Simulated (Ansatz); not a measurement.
System: LiTaO$_{2}$.

Input file:

```
crystal:
  lattice:
    - [1.436087414, 0.8291254551, 5.4242758452]
    - [-1.436087414, 0.8291254551, 5.4242758452]
    - [0.0, -3.3165018202, 10.8485516904]
  atoms:
    - { symbol: Li, position: [0.0, 0.0, 1.0] }
    - { symbol: Ta, position: [0.5, 0.5, 0.25], spin: 1.0 }
    - { symbol: O, position: [0.2533569381, 0.2533569381, 0.126678469] }
    - { symbol: O, position: [0.7466430619, 0.7466430619, 0.373321531] }
    - { symbol: Li, position: [0.0, 0.0, 0.5] }
    - { symbol: Ta, position: [0.5, 0.5, 0.75], spin: -1.0 }
    - { symbol: O, position: [0.2533569381, 0.2533569381, 0.626678469] }
    - { symbol: O, position: [0.7466430619, 0.7466430619, 0.873321531] }
basis:
  ecutwfc: 420
kpoints:
  mp_grid: { grid: [18, 18, 9] }
hamiltonian:
  xc: pbe
scf:
  occupations: { method: gaussian, width: 0.1 }
  lower_state_search: "off"
output:
  forces: true
  stress: true
  eigenvalues: true
  populations: true
  write_density: true
  write_potential: true
  elf: true
  volumetric_format: npy
magnetization:
  spin_polarized: true
```

Launched as:

```sh
ansatz run input.yaml --threads 1 --pin off --max-ram 2560MiB --backend cpu --events-out ev --progress --plain --runs-dir out
```

Space group R-3m; started from the layered alpha-NaFeO2 prototype, which need not be the ambient phase; the program warned that a starting moment wasn't kept; spin-polarised, but the moments vanished.

Theory: Ansatz, DFT PBE, scalar-relativistic, plane waves, PAW.

Q: What can the converged valence pseudo-density and electron localisation function tell about the bonding?

A: Li–O (2.11 Å): the density is about 0.25 e/Å³ at the midpoint; the ELF peaks at about 0.85 in the valence shell of O, 0.6 Å from its nucleus, and is about 0.45 at the midpoint.
Ta–O (2.18 Å): the density is about 0.54 e/Å³ at the midpoint; the ELF peaks at about 0.80 in the valence shell of O, 0.6 Å from its nucleus, and is about 0.15 at the midpoint; no shared electron pair shows on this line.

Q: Does the calculation make it a metal, or give it a gap?

A: It is metallic or semimetallic at this level of theory: no gap opens; semilocal functionals without U, or without the true magnetic order, often close the gap of such compounds.

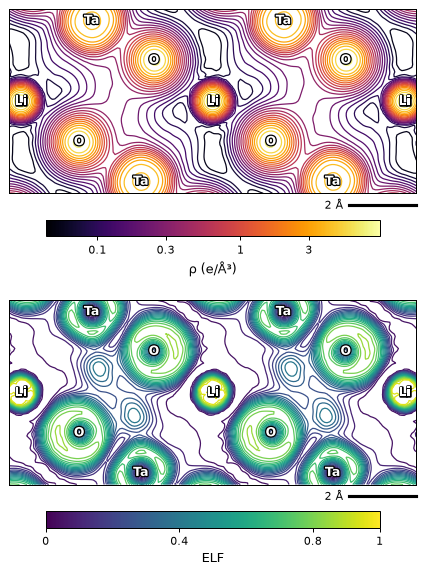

Computed valence pseudo-density and electron localisation function on the (11̄0) plane of the calculation cell, in this order. 

Core electrons are frozen (PAW), and the valence fields are smoothed inside the atomic spheres.
